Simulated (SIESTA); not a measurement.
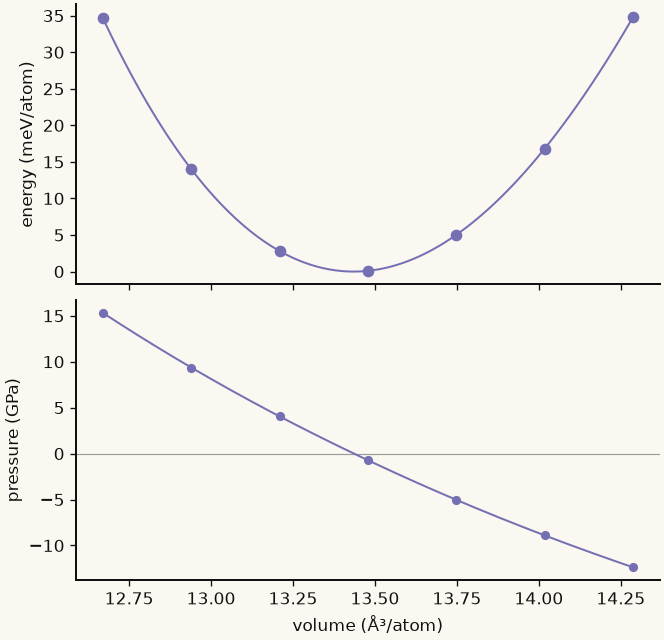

The picture above shows the energy and pressure against volume for Si₂W, space group I4/mmm (No. 139).

Cell as given: a = 4.527 Å, b = 4.527 Å, c = 4.527 Å, α = 138.42°, β = 138.42°, γ = 60.27°; 3 atoms.

Method: DFT in numerical atomic orbitals with pseudopotentials, no spin polarisation; energies at scaled volumes of the given cell, shape and fractions fixed, counted from the fit's minimum, third-order Birch-Murnaghan fit (SIESTA 5.4.2). Level: PBEsol.

k mesh 12×12×12; occupations Fermi–Dirac; smearing width 0.05 eV; potentials PseudoDojo 0.4 standard, converted to PSML, two zetas on semicore shells; program settings basis DZP, mesh cutoff 800 Ry.

Tabulate the plotted points.

| volume (Å³/atom) | energy (meV/atom) | pressure (GPa) |
| --- | --- | --- |
| 12.67 | 34.65 | 15.32 |
| 12.94 | 14.00 | 9.37 |
| 13.21 | 2.81 | 4.05 |
| 13.48 | 0.11 | −0.72 |
| 13.75 | 5.02 | −5.03 |
| 14.02 | 16.83 | −8.90 |
| 14.29 | 34.80 | −12.37 |

Limits of the calculation: mulliken charges of long orbitals; short basis over semicore shells; shape and atomic fractions are frozen while scaling, which makes layered, chain and framework solids too stiff.
